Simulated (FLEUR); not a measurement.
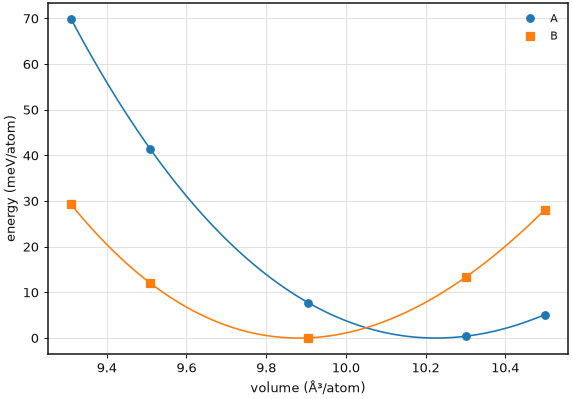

The figure shows the energy against volume, with one curve for each functional, for HfB₂ (space group P6/mmm). The labels are replaced by letters. In alphabetical order the cases are: BLYP; r2SCAN.

Computed with FLEUR MaX-R8.1 (later development tree): all-electron LAPW DFT, no spin polarisation; energies at scaled volumes of the given cell, shape and fractions fixed, counted from the fit's minimum, third-order Birch-Murnaghan fit. All runs: no spin polarisation.

k mesh 10×10×8; occupations Fermi–Dirac; smearing width 0.05 eV; potentials all electron.

**Which letter stands for which functional?**

A: BLYP; B: r2SCAN.

Keep in mind: shape and atomic fractions are frozen while scaling, which makes layered, chain and framework solids too stiff.
